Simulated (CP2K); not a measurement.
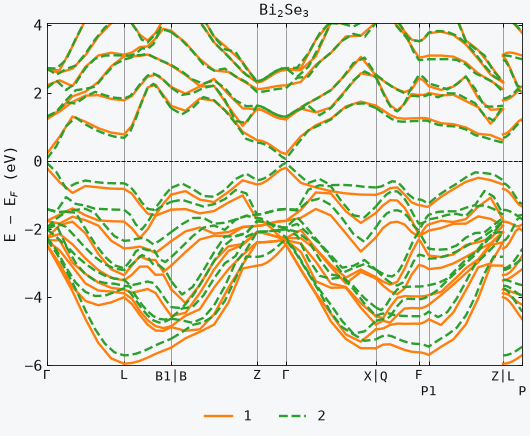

Band structures of Bi₂Se₃, space group R-3m, 5 atoms in the primitive cell (a = 4.143 Å, c = 28.636 Å (hexagonal axes)), by two methods on the same cell. Each is counted from its own Fermi level.

**Which curve is which? The methods: PBEsol, r2SCAN.**

1 is r2SCAN; 2 is PBEsol. r2SCAN gives a gap of 0.41 eV along the path and PBEsol gives a gap of 0.11 eV along the path.

Settings. r2SCAN: POTENTIAL_UZH Bi GTH-SCAN-q5, Se GTH-SCAN-q6; TZVP-MOLOPT-SCAN-GTH basis, no spin polarisation, no spin-orbit coupling, 8×8×8 k mesh, Fermi-Dirac smearing of 0.05 eV (CP2K). PBEsol: POTENTIAL_UZH Bi GTH-PBE-q5, Se GTH-PBE-q6; TZVP-MOLOPT-PBE-GTH basis, no spin polarisation, no spin-orbit coupling, 8×8×8 k mesh, Fermi-Dirac smearing of 0.1 eV (CP2K 2026.2).

In reduced coordinates of the cell that was run, L is (0.5, 0, 0), B1 is (0.5, 0.177, −0.177), B is (0.823, 0.5, 0.177), Z is (0.5, 0.5, 0.5), X is (0.339, 0, −0.339), Q is (0.661, 0.339, 0), F is (0.5, 0.5, 0), P1 is (0.661, 0.661, 0.177) and P is (0.823, 0.339, 0.339). The basis of atomic orbitals isn't converged, which shifts gaps and empty levels. Spin-orbit coupling is left out, which matters for Bi and Se and can close so small a gap. With spin-orbit coupling the bands at Γ invert, which makes this a topological insulator. PBEsol: the potentials were made for another functional.
